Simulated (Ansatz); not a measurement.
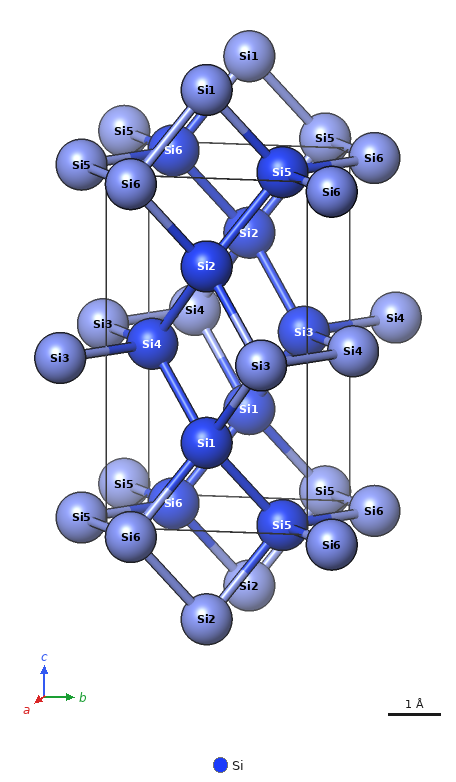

Figure 1. The structure of the first run (ball-and-stick view of the cell of the calculation, seen slightly off an axis; neighbours outside the cell are drawn fainter; atoms are numbered from 1 in the order of the input). Near neighbours in the crystal (not all of them lie inside the picture): Si has 4 Si at 2.38 to 2.40 Å.

# What a change does: geometry relaxation on Si

System: Si (6 atoms in the cell).
Method of the first run: DFT PBE, scalar-relativistic, plane waves, PAW, no spin polarisation (Ansatz 0.2.0).

The structure was made by a generator, so it may or may not be a known phase. Text and figures count atoms from 1; the logs count them from 0 in places.

**Input, the first run**
```yaml
crystal:
  lattice:
    - [3.8852203283, 0.0, 0.0]
    - [0.0, 3.9993999525, 0.0]
    - [0.0, 0.0, 6.9678001804]
  atoms:
    - { symbol: Si, position: [0.0, 0.5, 0.25] }
    - { symbol: Si, position: [0.0, 0.5, 0.75] }
    - { symbol: Si, position: [0.2500706052, 0.8242857646, 0.5] }
    - { symbol: Si, position: [0.7499293948, 0.1757142354, 0.5] }
    - { symbol: Si, position: [0.7499293948, 0.8242857646, 0.0] }
    - { symbol: Si, position: [0.2500706052, 0.1757142354, 0.0] }
basis:
  ecutwfc: 420
kpoints:
  mp_grid: { grid: [10, 10, 6] }
hamiltonian:
  xc: pbe
scf:
  occupations: { method: gaussian, width: 0.1 }
output:
  forces: true
  stress: true
  eigenvalues: true
relax:
  adjacent_minimum: "off"
  f_tol: 0.01
  max_steps: 80
  cell: { stress_tol: 0.05 }
```

Command:
```bash
ansatz run input.yaml --threads 1 --pin off --max-ram 2560MiB --backend cpu --events-out ev --progress --plain --runs-dir out
```

Hardware: 1 thread of Arm Neoverse V1, 24 GiB of memory available, shared host.

**Output, shortened to warnings, some set-up lines, iterations and results (the first run)**
```
Basis set: ecut = 420 eV, 2123 PW (Γ), exchange–correlation on 54×54×96 points (8 copies of the dense FFT grid, shifted against one another)
Symmetry: 8 space group operations
k-points: 144 of 600
Initial density: superposition of atomic densities (neutral atoms: chi_scale 0, normalization atom), corrected by the library's trained network
[...]
SCF iter   1: F=—  HF=-3813.387318 eV  |F-HF|=—  |Δ(HF+E_count)|=         —  Δρ=2.12e-3  dr2=4.02e-3  ethr=1.77e-3  ⟨swp⟩=6.2  Hψ=15959  notcnv=0
SCF iter   2: F=—  HF=-3813.388685 eV  |F-HF|=—  |Δ(HF+E_count)|=   1.37e-3  Δρ=1.30e-3  dr2=1.72e-3  ethr=1.68e-5  ⟨swp⟩=2.0  Hψ=4506  notcnv=0
SCF iter   3: F=—  HF=-3813.389331 eV  |F-HF|=—  |Δ(HF+E_count)|=   6.46e-4  Δρ=4.54e-4  dr2=5.47e-4  ethr=7.15e-6  ⟨swp⟩=2.0  Hψ=4029  notcnv=0
SCF iter   4: F=—  HF=-3813.389157 eV  |F-HF|=—  |Δ(HF+E_count)|=   1.74e-4  Δρ=1.36e-4  dr2=2.45e-5  ethr=2.28e-6  ⟨swp⟩=2.4  Hψ=3863  notcnv=0
SCF iter   5: F=—  HF=-3813.389171 eV  |F-HF|=—  |Δ(HF+E_count)|=   1.40e-5  Δρ=3.47e-5  dr2=3.48e-6  ethr=1.02e-7  ⟨swp⟩=2.0  Hψ=4015  notcnv=0
[... 24 lines ...]
SCF iter   3: F=—  HF=-3813.395554 eV  |F-HF|=—  |Δ(HF+E_count)|=   5.18e-8  Δρ=1.04e-6  dr2=1.06e-9  ethr=4.07e-11  ⟨swp⟩=3.0  Hψ=4560  notcnv=0
SCF iter   4: F=—  HF=-3813.395554 eV  |F-HF|=—  |Δ(HF+E_count)|=  7.11e-10  Δρ=4.59e-7  dr2=1.28e-10  ethr=4.40e-12  ⟨swp⟩=2.2  Hψ=4356  notcnv=0
SCF iter   5: F=-3813.395554 eV  HF=-3813.395554 eV  |F-HF|=3.18e-12  |Δ(HF+E_count)|=  2.25e-10  Δρ=8.42e-8  dr2=5.07e-12  ethr=1.00e-12  ⟨swp⟩=4.7  Hψ=9783  notcnv=0
SCF 5 converged in 5 iterations: F = -3813.395554 eV  dr2 = 5.07e-12
relax step   5: F+E_penalty+E_count = -3813.39555450 eV  Δ(F+E_penalty+E_count) = -9.324e-5 eV  max|allowed force component| = 7.193e-3 eV/Å  Δτ_max = 0.0000 Å  P = -0.005 …
basis re-selected at this cell: Δ(F+E_penalty+E_count) = -9.324e-5 eV, ΔP = +0.001 GPa vs the last step (what re-selecting the basis moved, of the pressure what is left beyond the Pulay correction that the steps carried, after the strain that the cell walked since its last selection, with what the …
SCF converged after 5 iterations
Free energy (F): -3813.395554 eV
Harris-Foulkes:  -3813.395554 eV  (|F-HF|=3.18e-12)
Internal energy: -3813.394029 eV  (E = F + TS)
E sigma→0 (E₀):  -3813.394792 eV
Entropy (-TS):   -0.001525 eV (-0.254 meV/atom)
Fermi energy:    7.755829 eV
--- Per-component energies (eV) ---
  E_band       = 54.232427
  E_kinetic    = 241.076704
  E_local      = -105.772277  (includes V_loc(G=0)·N_el)
  E_nonlocal   = 154.426018
  E_hartree    = 29.631523
  E_xc         = -331.305985
  E_vxc        = -280.791366  (∫ρ·V_xc dr)
  E_paw        = -3075.708092  (= ΣΔE_a)
  E_vpaw       = -13.969735  (= ΣTr[D̂ρ^β])
  E_aug_tail   = 0.000038  (compensation charges beyond the density's cutoff)
  E_ewald      = -725.741959
  E_smearing   = -0.001525  (= −TS)
  E_closure    = -0.000000  (closes the sum)
  Σ components = -3813.395554   (vs F -3813.395554, Δ=0.00e0)
--- Forces (eV/Å), atoms counted from 1 ---
  atom   1  Si     0.00000000     0.00000000    -0.00000000
  atom   2  Si     0.00000000    -0.00000000     0.00000000
  atom   3  Si    -0.00719340     0.00675826    -0.00000000
  atom   4  Si     0.00719340    -0.00675826     0.00000000
  atom   5  Si     0.00719340     0.00675826    -0.00000000
  atom   6  Si    -0.00719340    -0.00675826     0.00000000
  max |Σ_I F_I| component: 2.78e-17 eV/Å
--- Stress (GPa, compression-positive) ---
       -0.017801      -0.000000       0.000000
       -0.000000       0.011113       0.000000
        0.000000       0.000000      -0.007272
  P = ⅓ Tr σ = -0.0047 GPa (-0.047 kbar)
--- Relaxed structure (4 steps of the walk, 4 accepted, 1 SCFs on fresh bases) ---
  F+E_penalty+E_count = -3813.39555450 eV   max|allowed force component| = 7.193e-3 eV/Å   (the final SCF, on the basis selected at the relaxed cell)
  cell:  # Å, volume = 108.7006 Å³
[...]
```

For the second run the input was changed thus:
```diff
-  xc: pbe
+  xc: revpbe
```

What does this change do to the results?

The total energies belong to different methods, so their difference says nothing on which is more stable or more accurate. The volume per atom goes from 18.12 to 18.34 Å³. The functional changes from PBE to revPBE. The SCF takes 26 iterations over all geometry steps against 24.

**Output, shortened to warnings, some set-up lines, iterations and results (the second run)**
```
Basis set: ecut = 420 eV, 2123 PW (Γ), exchange–correlation on 54×54×96 points (8 copies of the dense FFT grid, shifted against one another)
Symmetry: 8 space group operations
k-points: 144 of 600
Initial density: superposition of atomic densities (neutral atoms: chi_scale 0, normalization atom), corrected by the library's trained network
[...]
SCF iter   1: F=—  HF=-3826.636615 eV  |F-HF|=—  |Δ(HF+E_count)|=         —  Δρ=2.81e-3  dr2=6.36e-3  ethr=1.77e-3  ⟨swp⟩=6.3  Hψ=15962  notcnv=0
SCF iter   2: F=—  HF=-3826.637990 eV  |F-HF|=—  |Δ(HF+E_count)|=   1.38e-3  Δρ=1.72e-3  dr2=2.56e-3  ethr=2.65e-5  ⟨swp⟩=1.9  Hψ=4465  notcnv=0
SCF iter   3: F=—  HF=-3826.638495 eV  |F-HF|=—  |Δ(HF+E_count)|=   5.04e-4  Δρ=1.90e-4  dr2=3.27e-5  ethr=1.07e-5  ⟨swp⟩=3.0  Hψ=4303  notcnv=0
SCF iter   4: F=—  HF=-3826.638527 eV  |F-HF|=—  |Δ(HF+E_count)|=   3.27e-5  Δρ=8.58e-5  dr2=7.33e-6  ethr=1.36e-7  ⟨swp⟩=2.2  Hψ=3824  notcnv=0
SCF iter   5: F=—  HF=-3826.638532 eV  |F-HF|=—  |Δ(HF+E_count)|=   4.87e-6  Δρ=1.24e-5  dr2=3.77e-7  ethr=3.06e-8  ⟨swp⟩=2.6  Hψ=4166  notcnv=0
[... 28 lines ...]
SCF iter   2: F=—  HF=-3826.651674 eV  |F-HF|=—  |Δ(HF+E_count)|=   4.71e-5  Δρ=7.16e-6  dr2=5.80e-9  ethr=7.07e-11  ⟨swp⟩=3.2  Hψ=5922  notcnv=0
SCF iter   3: F=—  HF=-3826.651674 eV  |F-HF|=—  |Δ(HF+E_count)|=   1.38e-7  Δρ=1.42e-6  dr2=3.26e-10  ethr=2.42e-11  ⟨swp⟩=2.0  Hψ=4323  notcnv=0
SCF iter   4: F=-3826.651674 eV  HF=-3826.651674 eV  |F-HF|=2.05e-11  |Δ(HF+E_count)|=   5.25e-9  Δρ=1.91e-7  dr2=3.42e-11  ethr=1.00e-12  ⟨swp⟩=5.8  Hψ=10940  notcnv=0
SCF 6 converged in 4 iterations: F = -3826.651674 eV  dr2 = 3.42e-11
relax step   6: F+E_penalty+E_count = -3826.65167448 eV  Δ(F+E_penalty+E_count) = -2.850e-4 eV  max|allowed force component| = 7.556e-4 eV/Å  Δτ_max = 0.0000 Å  P = +0.005 …
basis re-selected at this cell: Δ(F+E_penalty+E_count) = -2.850e-4 eV, ΔP = +0.005 GPa vs the last step (what re-selecting the basis moved, of the pressure what is left beyond the Pulay correction that the steps carried, after the strain that the cell walked since its last selection, with what the …
SCF converged after 4 iterations
Free energy (F): -3826.651674 eV
Harris-Foulkes:  -3826.651674 eV  (|F-HF|=2.05e-11)
Internal energy: -3826.650309 eV  (E = F + TS)
E sigma→0 (E₀):  -3826.650992 eV
Entropy (-TS):   -0.001366 eV (-0.228 meV/atom)
Fermi energy:    7.694470 eV
--- Per-component energies (eV) ---
  E_band       = 53.226535
  E_kinetic    = 239.597091
  E_local      = -105.785568  (includes V_loc(G=0)·N_el)
  E_nonlocal   = 151.384490
  E_hartree    = 29.975407
  E_xc         = -330.925057
  E_vxc        = -279.391977  (∫ρ·V_xc dr)
  E_paw        = -3088.239253  (= ΣΔE_a)
  E_vpaw       = -12.528336  (= ΣTr[D̂ρ^β])
  E_aug_tail   = 0.000040  (compensation charges beyond the density's cutoff)
  E_ewald      = -722.543668
  E_core_change = -0.113792  (= ΣΔE_core)
  E_smearing   = -0.001366  (= −TS)
  E_closure    = -0.000000  (closes the sum)
  Σ components = -3826.651674   (vs F -3826.651674, Δ=0.00e0)
--- Forces (eV/Å), atoms counted from 1 ---
  atom   1  Si     0.00000000     0.00000000    -0.00000000
  atom   2  Si     0.00000000    -0.00000000     0.00000000
  atom   3  Si    -0.00075558    -0.00043485    -0.00000000
  atom   4  Si     0.00075558     0.00043485     0.00000000
  atom   5  Si     0.00075558    -0.00043485    -0.00000000
  atom   6  Si    -0.00075558     0.00043485     0.00000000
  max |Σ_I F_I| component: 2.78e-17 eV/Å
--- Stress (GPa, compression-positive) ---
        0.015749      -0.000000       0.000000
       -0.000000       0.011450       0.000000
        0.000000       0.000000      -0.011147
  P = ⅓ Tr σ = 0.0054 GPa (0.054 kbar)
--- Relaxed structure (5 steps of the walk, 5 accepted, 1 SCFs on fresh bases) ---
  F+E_penalty+E_count = -3826.65167448 eV   max|allowed force component| = 7.556e-4 eV/Å   (the final SCF, on the basis selected at the relaxed cell)
[...]
```

**The two runs side by side**

```tsv
quantity	the first run	the second run
outcome	converged	converged
free energy per atom (eV)	−635.5659	−637.7753
gap on the mesh (eV)	0.00	0.00
pressure (GPa)	0.00	0.01
volume per atom (Å³)	18.12	18.34
largest force (eV/Å)	0.010	0.001
SCF iterations	24	26
irreducible k-points	144	144
wall time (shared host)	84 s	98 s
```
